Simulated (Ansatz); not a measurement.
```
Zn S
1.0
     3.94637    0.00000    0.00000
    -1.97319    3.41766    0.00000
     0.00000    0.00000    5.88005
Zn S
2 2
Direct
  0.33333 0.66667 0.25000
  0.66667 0.33333 0.75000
  0.66667 0.33333 0.25000
  0.33333 0.66667 0.75000
```

Space group P6₃/mmc; started from the h-MgO (five-fold) prototype, which need not be the ambient phase.

The calculation used DFT, HSE06, plane waves, PAW (Ansatz).

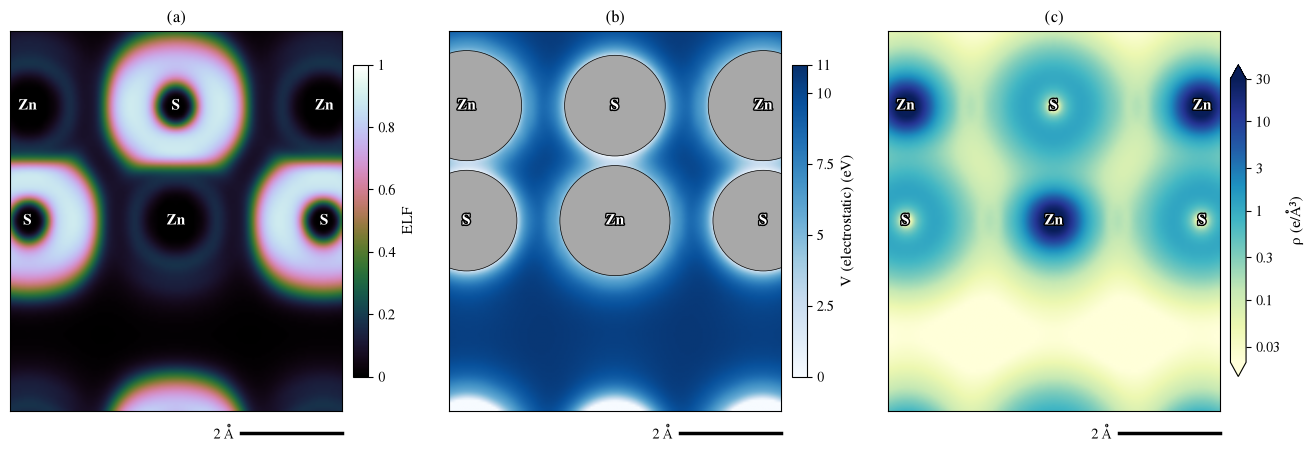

ZnS. (a) ELF; (b) electrostatic potential energy of an electron; (c) valence charge density (pseudo) on the (110) plane of the conventional cell. Grey discs cover the atomic cores in the potential map.

In a PAW calculation such maps are meaningful between the atoms, not at the nuclei.

Read the bonding off the picture.

Atoms in the plane: Zn and S. Zn–S (2.28 Å): ρ at the midpoint is about 0.56 e/Å³; the ELF peaks at about 0.90 in the valence shell of S, 0.9 Å from its nucleus, and is about 0.55 at the midpoint. Between the atoms the lowest density in this plane is 0.008 e/Å³. The ELF also peaks beside S, away from the bonds: lone-pair regions. Outside the cores the potential energy rises away from the atoms and is highest about 2.7 Å from the nearest atoms; its zero is arbitrary.

Metal or insulator at this level of theory?

It is gapped, with a Kohn–Sham gap of 2.6 eV on the k-point mesh, an upper bound to the gap of this method.
